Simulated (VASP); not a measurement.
Consider SnSe.

Input

```
SYSTEM = SnSe
PREC     = Accurate       ! precision mode
ENCUT    = 520            ! plane-wave cutoff, eV
EDIFF    = 1E-6           ! SCF threshold, eV
ISMEAR   = -1             ! smearing method
SIGMA    = 0.02           ! smearing width, eV
LREAL    = .False.        ! projectors in reciprocal space
LASPH    = .True.         ! aspherical terms in the spheres
NELM     = 100            ! most SCF steps
ALGO     = Normal         ! electronic algorithm
ISIF     = 2              ! what is computed and relaxed
LWAVE    = .False.        ! write WAVECAR
LCHARG   = .True.         ! write CHGCAR
GGA      = PE             ! functional
LELF     = .True.         ! ELF
LVHAR    = .True.       
NBANDS   = 28             ! bands
```

Command:

```sh
cat potpaw_PBE.64/Sn_d/POTCAR potpaw_PBE.64/Se/POTCAR > POTCAR
mpirun -np 1 vasp_std > vasp.out
```

Below, planes, directions and counts refer to the conventional cell (a = 4.14 Å, b = 4.14 Å, c = 7.48 Å, α = 90.00°, β = 90.00°, γ = 120.00°).

Space group P6₃/mmc; a generated structure, not necessarily the stable one.

The calculation used Kohn-Sham DFT of a periodic cell, PBE, VASP PAW PBE potentials, recommended (VASP 6.6.1).

What can the converged valence pseudo-density and electron localisation function tell about the bonding?

Answer. Sn–Se (3.03 Å): ρ at the midpoint is about 0.22 e/Å³; the ELF is about 0.40 at the midpoint.

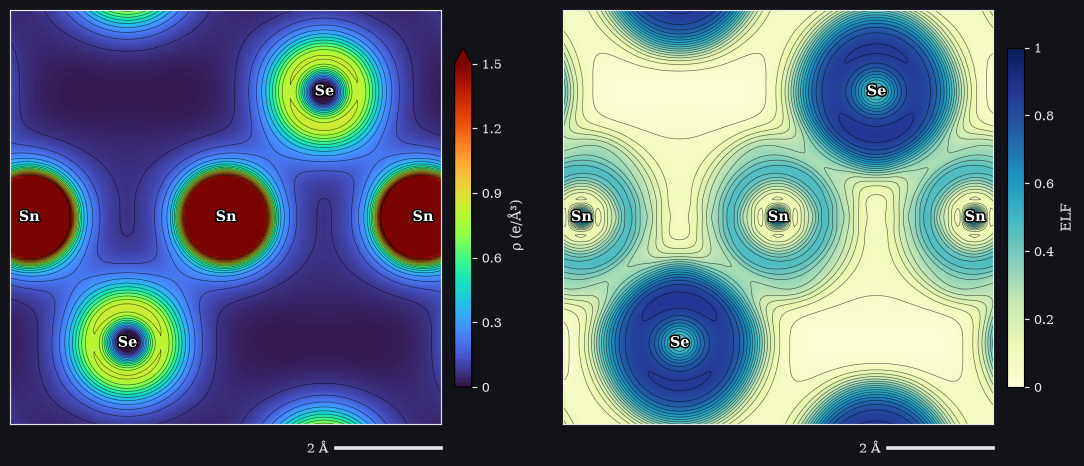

Computed valence pseudo-density and electron localisation function on the (110) plane of the conventional cell, in this order. 
